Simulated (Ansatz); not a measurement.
Run report: PtSe2, single-point calculation (part 2 of 2)

The same run, continued: PtSe2 (slab, 21 atoms in the cell); DFT PBE, scalar-relativistic, plane waves, PAW, no spin polarisation (Ansatz 0.2.0); cutoff 420 eV, 11×11×1 k-mesh, Gaussian smearing of 0.05 eV. The structure derives from an entry of the Crystallography Open Database. It belongs to a series of runs on one base structure; here: clean surface.

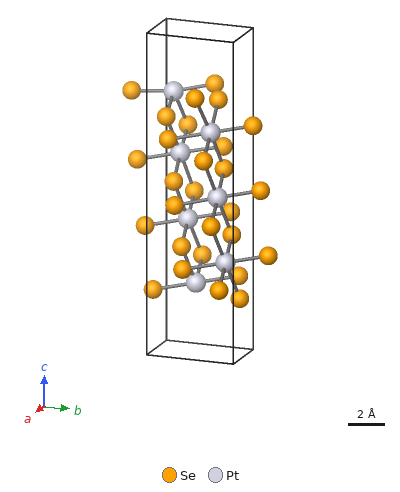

The structure as given in the input (ball-and-stick view of the cell of the calculation, with the vacuum cut short, seen slightly off an axis; bonded neighbours outside the cell are drawn too). An atom can appear more than once, as a periodic image.

**Output, continued**
```
  k-point 1: bands = ["-97.5187", "-97.2864", "-97.2748", "-97.2442", "-97.1829", "-96.5771", "-96.4205", "-51.7999", "-51.7601", "-51.6593", "-51.5723", "-51.5399", "-51.5204", "-51.5159", "-51.5120", "-51.4786", "-51.4653", "-51.4529", "-51.4110", "-51.4085", "-51.3849", "-51.3245", "-51.0265", "-50.8159", "-50.7824", "-50.6798", "-50.6372", "-50.5455", "-46.8235", "-46.8175", "-46.8108", "-46.8044", "-46.7927", "-46.7837", "-46.7774", "-46.7601", "-46.7508", "-46.7484", "-46.7431", "-46.7395",
      "-46.7355", "-46.7087", "-46.6990", "-46.6881", "-46.6856", "-46.6830", "-46.6518", "-46.6505", "-46.5622", "-46.5605", "-46.5593", "-46.5582", "-46.5477", "-46.5447", "-46.5327", "-46.5304", "-46.5295", "-46.5281", "-46.4672", "-46.4644", "-46.4482", "-46.4395", "-46.4344", "-46.4229", "-46.4215", "-46.4209", "-46.4146", "-46.4101", "-46.4096", "-46.4045", "-46.4020", "-46.3859", "-46.3826", "-46.3807", "-46.3771", "-46.3750", "-46.3691", "-46.3655", "-45.9071", "-45.8803",
      "-45.8643", "-45.8616", "-45.8453", "-45.8402", "-45.8103", "-45.7954", "-45.7881", "-45.7846", "-45.7719", "-45.7686", "-45.7505", "-45.6859", "-45.6843", "-45.6801", "-45.6740", "-45.6433", "-45.5964", "-45.5917", "-13.2778", "-12.8566", "-12.2311", "-11.7582", "-11.6972", "-11.5671", "-11.4890", "-11.3959", "-11.2407", "-11.1833", "-11.0136", "-10.9131", "-10.2924", "-10.2280", "-5.1117", "-4.7178", "-4.5833", "-4.4149", "-4.3571", "-4.2718", "-4.1227", "-4.0468",
      "-3.9862", "-3.9336", "-3.8572", "-3.7959", "-3.7212", "-3.5969", "-3.4591", "-3.3490", "-3.3310", "-3.1177", "-3.0838", "-2.8741", "-2.7890", "-2.6471", "-2.5572", "-2.5071", "-2.4051", "-2.2884", "-2.2569", "-2.1744", "-2.0400", "-1.8667", "-1.8158", "-1.7595", "-1.6625", "-1.4452", "-1.4200", "-1.3451", "-1.2876", "-1.1957", "-1.1542", "-1.0494", "-0.9565", "-0.9120", "-0.8429", "-0.7704", "-0.5861", "-0.4701", "-0.3154", "-0.2275",
      "-0.1014", "-0.0299", "0.0913", "0.1673", "0.2442", "0.4365", "0.5235", "0.5731", "0.7992", "0.8808", "1.0516", "1.2626", "1.4498", "1.5970", "1.7559", "2.3776", "2.4444", "2.6534", "2.8053", "2.8534", "3.1098", "3.2125", "3.3246", "3.4902", "3.6450", "3.6728", "3.8284", "3.9007", "4.0149", "5.3038", "5.6373", "6.2994", "6.5302", "6.8553", "6.9261", "7.0539", "7.1584", "7.3521", "7.4069", "7.4695",
      "7.6686", "7.7191", "8.0979", "8.3870", "8.4822", "8.7074", "8.8213", "8.9962", "9.1009", "9.1516"]
  k-point 2: bands = ["-97.5187", "-97.2864", "-97.2748", "-97.2442", "-97.1829", "-96.5771", "-96.4205", "-51.7999", "-51.7601", "-51.6593", "-51.5723", "-51.5399", "-51.5205", "-51.5159", "-51.5120", "-51.4786", "-51.4653", "-51.4529", "-51.4110", "-51.4085", "-51.3849", "-51.3245", "-51.0265", "-50.8159", "-50.7824", "-50.6798", "-50.6372", "-50.5455", "-46.8235", "-46.8175", "-46.8108", "-46.8044", "-46.7927", "-46.7837", "-46.7774", "-46.7601", "-46.7507", "-46.7484", "-46.7431", "-46.7395",
      "-46.7355", "-46.7087", "-46.6990", "-46.6881", "-46.6856", "-46.6830", "-46.6518", "-46.6505", "-46.5622", "-46.5605", "-46.5592", "-46.5582", "-46.5477", "-46.5447", "-46.5326", "-46.5305", "-46.5295", "-46.5281", "-46.4672", "-46.4644", "-46.4482", "-46.4395", "-46.4344", "-46.4229", "-46.4215", "-46.4209", "-46.4146", "-46.4101", "-46.4096", "-46.4045", "-46.4020", "-46.3859", "-46.3826", "-46.3807", "-46.3771", "-46.3750", "-46.3691", "-46.3655", "-45.9071", "-45.8803",
      "-45.8643", "-45.8616", "-45.8453", "-45.8402", "-45.8103", "-45.7954", "-45.7881", "-45.7846", "-45.7719", "-45.7686", "-45.7505", "-45.6858", "-45.6843", "-45.6801", "-45.6740", "-45.6433", "-45.5964", "-45.5917", "-13.1921", "-12.7801", "-12.1782", "-11.8279", "-11.6907", "-11.6170", "-11.5451", "-11.4219", "-11.2766", "-11.1803", "-11.0107", "-10.9536", "-10.3594", "-10.2797", "-4.9809", "-4.6464", "-4.5941", "-4.5543", "-4.4157", "-4.2906", "-4.0966", "-4.0198",
      "-3.9811", "-3.9252", "-3.8562", "-3.7714", "-3.6114", "-3.5341", "-3.4325", "-3.3010", "-3.2573", "-3.1961", "-3.1370", "-2.8525", "-2.7794", "-2.6453", "-2.5796", "-2.4023", "-2.3461", "-2.2725", "-2.1988", "-2.1159", "-2.0219", "-1.8960", "-1.8313", "-1.7104", "-1.5623", "-1.4911", "-1.4012", "-1.2351", "-1.2091", "-1.1538", "-1.1017", "-0.9845", "-0.9542", "-0.8809", "-0.8562", "-0.7117", "-0.6592", "-0.4790", "-0.3452", "-0.2892",
      "-0.1650", "-0.1048", "0.1196", "0.1703", "0.2751", "0.3743", "0.4432", "0.5597", "0.5971", "0.8981", "0.9701", "1.0306", "1.3148", "1.6627", "1.8214", "2.3107", "2.4535", "2.6151", "2.7169", "2.8393", "2.9857", "3.1711", "3.3675", "3.4872", "3.5332", "3.6609", "3.8477", "3.9517", "4.1409", "5.5070", "5.8749", "6.3784", "6.6682", "6.7791", "6.9086", "7.0831", "7.1721", "7.3404", "7.4269", "7.5499",
      "7.6372", "7.7650", "8.0713", "8.1608", "8.3326", "8.4825", "8.6464", "8.8170", "9.0048", "9.0867"]
  k-point 60: bands = ["-97.5187", "-97.2864", "-97.2748", "-97.2442", "-97.1829", "-96.5771", "-96.4205", "-51.7999", "-51.7601", "-51.6593", "-51.5724", "-51.5398", "-51.5205", "-51.5159", "-51.5120", "-51.4786", "-51.4653", "-51.4529", "-51.4110", "-51.4085", "-51.3849", "-51.3245", "-51.0265", "-50.8159", "-50.7824", "-50.6798", "-50.6372", "-50.5455", "-46.8235", "-46.8175", "-46.8109", "-46.8043", "-46.7927", "-46.7837", "-46.7774", "-46.7601", "-46.7507", "-46.7484", "-46.7430", "-46.7395",
      "-46.7355", "-46.7087", "-46.6990", "-46.6881", "-46.6856", "-46.6830", "-46.6518", "-46.6505", "-46.5622", "-46.5607", "-46.5590", "-46.5583", "-46.5477", "-46.5447", "-46.5319", "-46.5311", "-46.5295", "-46.5281", "-46.4672", "-46.4644", "-46.4481", "-46.4395", "-46.4344", "-46.4229", "-46.4215", "-46.4209", "-46.4146", "-46.4101", "-46.4096", "-46.4045", "-46.4020", "-46.3859", "-46.3826", "-46.3806", "-46.3771", "-46.3750", "-46.3692", "-46.3655", "-45.9071", "-45.8803",
      "-45.8643", "-45.8616", "-45.8453", "-45.8403", "-45.8103", "-45.7954", "-45.7881", "-45.7846", "-45.7719", "-45.7686", "-45.7505", "-45.6858", "-45.6843", "-45.6801", "-45.6740", "-45.6433", "-45.5964", "-45.5917", "-12.5274", "-12.5036", "-12.2975", "-12.1665", "-11.9309", "-11.8264", "-11.5723", "-11.4207", "-11.3689", "-11.2660", "-10.9729", "-10.7515", "-10.6475", "-10.6328", "-5.0896", "-4.7675", "-4.5606", "-4.3527", "-4.1788", "-4.0490", "-3.9538", "-3.8465",
      "-3.8035", "-3.7467", "-3.6133", "-3.5402", "-3.4943", "-3.4275", "-3.3750", "-3.2979", "-3.2258", "-3.1843", "-3.1019", "-2.9519", "-2.8152", "-2.6011", "-2.5419", "-2.4966", "-2.3849", "-2.2493", "-2.1634", "-2.1095", "-2.0255", "-1.9015", "-1.8293", "-1.6609", "-1.4610", "-1.3387", "-1.3086", "-1.2496", "-1.1957", "-1.1344", "-1.1034", "-1.0226", "-0.9523", "-0.8586", "-0.7942", "-0.7440", "-0.6313", "-0.4598", "-0.3192", "-0.2754",
      "-0.1877", "-0.0906", "-0.0220", "0.1234", "0.2393", "0.3130", "0.5071", "0.5333", "0.6479", "0.8139", "0.9230", "1.0778", "1.2258", "1.3003", "1.5830", "1.8011", "2.1764", "2.5100", "2.6673", "2.7691", "2.8779", "3.0537", "3.1627", "3.3088", "3.4576", "3.5903", "3.7297", "3.8374", "3.9255", "5.5553", "6.0269", "6.4302", "6.7026", "6.7677", "6.9052", "7.0528", "7.3727", "7.4521", "7.6432", "7.7117",
      "7.8976", "8.0697", "8.1268", "8.2420", "8.3799", "8.4026", "8.5973", "8.6832", "8.7671", "8.9153"]
--- Band densities, each state counted as filled ---
  window                                       electrons  max residual (eV)  cut levels
  e_range: [-2, -1]                            18.231405             3.4e-9           0
  e_range: [-1, -0.5]                           5.768595             3.4e-9           0
  e_range: [-0.5, -0.25]                        2.148760             2.8e-9           0
  e_range: [-0.25, 0]                           2.561983             3.0e-9           0
  e_range: [0, 0.25]                            1.520661             5.0e-6           0
  e_range: [0.25, 0.5]                          2.314050             5.0e-6           0
  e_range: [0.5, 1]                             6.115702             5.0e-6           0
  e_range: [1, 1.5]                             7.223140             4.5e-6           0
```

**File band_densities.tsv**
```
# window	n_electrons	max_residual_ev	n_cut_levels
# fermi_ev = 1.858497
# range_zeros_ev = 1.858497
# range_zeros_ev: from where a range's energies are measured, in spin up and in spin down where the run solves two channels
e_range_-2_-1	18.231405	3.403e-9	0
e_range_-1_-0.5	5.768595	3.371e-9	0
e_range_-0.5_-0.25	2.148760	2.755e-9	0
e_range_-0.25_0	2.561983	3.000e-9	0
e_range_0_0.25	1.520661	4.978e-6	0
e_range_0.25_0.5	2.314050	4.997e-6	0
e_range_0.5_1	6.115702	4.985e-6	0
e_range_1_1.5	7.223140	4.510e-6	0
```

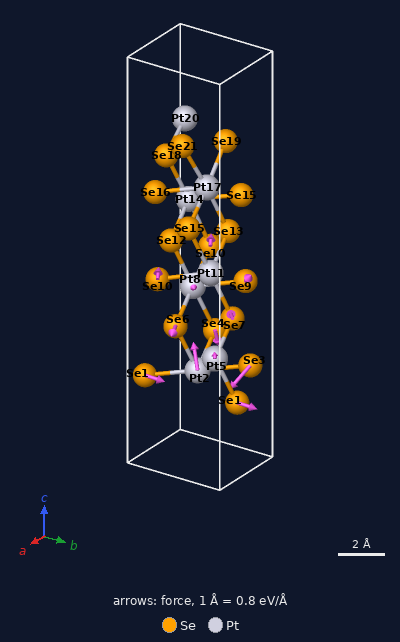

Forces on the atoms as pink arrows (ball-and-stick view of the cell of the calculation, with the vacuum cut short, seen slightly off an axis; atoms are numbered from 1 in the order of the input); the smallest are left out. The largest act on Se3 (1.12 eV/Å); Pt2 (1.02 eV/Å); Se6 (0.78 eV/Å); Se1 (0.76 eV/Å), among others. The geometry is not a stationary point of this energy.

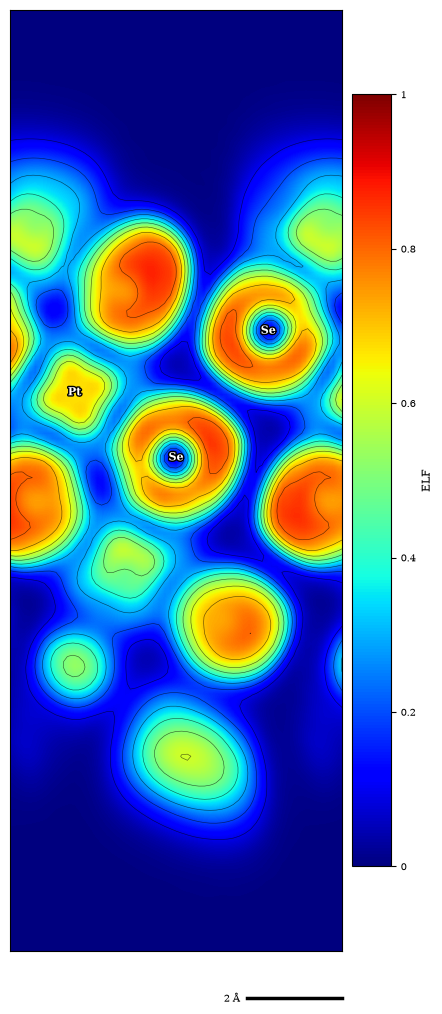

Electron localisation function on the (010) plane of the calculation cell, a cut from vacuum to vacuum. Pt–Se (2.54 Å): the ELF is about 0.50 at the midpoint. The strong features right at Pt lie inside the PAW spheres (semicore, d or f shells) and say nothing about bonding. Core electrons are frozen (PAW), so the fields are smoothed inside the atomic spheres.

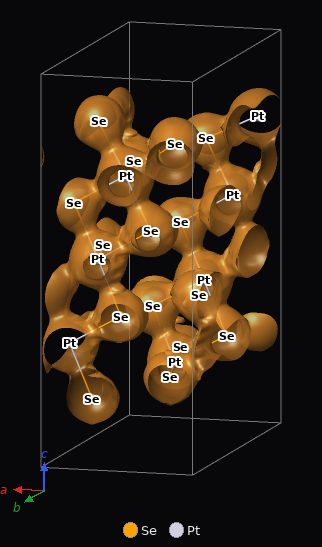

Isosurface of the valence charge density (pseudo) at 0.4 e/Å³ (orange), seen at an oblique angle. Sticks mark near contacts. At this value the density is joined into chains; it holds about 85 % of the electrons treated as valence (semicore included). On the grid the lowest density along these lines, outside the cores, is 0.66 e/Å³ (Pt–Se, 2.41 Å), 0.61 e/Å³ (Pt–Se, 2.48 Å), 0.56 e/Å³ (Pt–Se, 2.52 Å) and 0.54 e/Å³ (Pt–Se, 2.56 Å).

The run was set up as follows.

**Input**
```yaml
crystal:
  lattice:
    - [6.28426802, 0.0, 0.0]
    - [2.97405421, 5.53597562, 0.0]
    - [0.0, 0.0, 31.3589120921]
  atoms:
    - { symbol: Se, position: [0.66364092, 0.99697426, 0.3188886136] }
    - { symbol: Pt, position: [0.44041012, 0.44041012, 0.3328202565] }
    - { symbol: Se, position: [0.21717932, 0.88384598, 0.3467518995] }
    - { symbol: Se, position: [0.10405105, 0.43738438, 0.3746151947] }
    - { symbol: Pt, position: [0.88082024, 0.88082024, 0.3885468377] }
    - { symbol: Se, position: [0.65758944, 0.32425611, 0.4024784806] }
    - { symbol: Se, position: [0.54446117, 0.8777945, 0.4303417759] }
    - { symbol: Pt, position: [0.32123036, 0.32123036, 0.4442734188] }
    - { symbol: Se, position: [0.09799956, 0.76466623, 0.4582050618] }
    - { symbol: Se, position: [0.98487129, 0.31820462, 0.4860683571] }
    - { symbol: Pt, position: [0.7606018385, 0.7625787233, 0.5018882594] }
    - { symbol: Se, position: [0.538011794, 0.2078805712, 0.5161541588] }
    - { symbol: Se, position: [0.4178707562, 0.7591295671, 0.5457330623] }
    - { symbol: Pt, position: [0.1989640751, 0.205216344, 0.5598278369] }
    - { symbol: Se, position: [0.9840011698, 0.6520729874, 0.5726587661] }
    - { symbol: Se, position: [0.8446667203, 0.2121212488, 0.6011364224] }
    - { symbol: Pt, position: [0.6421939582, 0.6554734646, 0.6155987622] }
    - { symbol: Se, position: [0.4363269209, 0.0974854873, 0.6299092354] }
    - { symbol: Se, position: [0.3076105221, 0.6688859548, 0.6670080726] }
    - { symbol: Pt, position: [0.0914517051, 0.1032445214, 0.6669949169] }
    - { symbol: Se, position: [0.8919693118, 0.5324980501, 0.6825534193] }
basis:
  ecutwfc: 420.0
  fft_grid_basis: typed
kpoints:
  mp_grid: { grid: [11, 11, 1] }
hamiltonian:
  xc: pbe
  pseudopotentials: { kind: paw }
scf:
  occupations: { method: gaussian, width: 0.05 }
output:
  forces: true
  eigenvalues: true
  band_densities:
    - { e_range: [-2.0, -1.0] }
    - { e_range: [-1.0, -0.5] }
    - { e_range: [-0.5, -0.25] }
    - { e_range: [-0.25, 0.0] }
    - { e_range: [0.0, 0.25] }
    - { e_range: [0.25, 0.5] }
    - { e_range: [0.5, 1.0] }
    - { e_range: [1.0, 1.5] }
  band_residual_tolerance: 1.0e-05
  write_potential: true
  elf: true
  write_density: true
  volumetric_format: npy
efield:
  axis: 3
  dipole_correction: true
  ramp_width: 0.04
checkpoint:
  read: start.run
  write: ck
  compress: false
  write_wavefunctions: false
  write_every: 100000
```

Command:
```bash
ansatz run input.yaml --threads 4 --pin off --max-ram 8847MiB --backend cpu --events-out ev --progress --plain --runs-dir out
```

**Summary**

| quantity | value |
| --- | --- |
| outcome | converged |
| electrons treated | 350 |
| free energy | −164232.1580 eV |
| work function, top face | 5.21 eV |
| work function, bottom face | 5.21 eV |
| Fermi energy | 1.858 eV |
| gap on the k-point mesh | none (metallic) |
| work function (upper face) | 5.21 eV |
| largest force (length of the vector) | 1.118 eV/Å |
| hardware | 4 threads of Arm Neoverse V1, 24 GiB of memory available, shared host |
| wall time | 26 min (CPU time 1.6 h) |
| peak memory | 7.9 GiB |

**Notes**

Notes on the run: the exchange-correlation potential is rough where the density is thin. Spin–orbit coupling is left out, which matters for Pt.
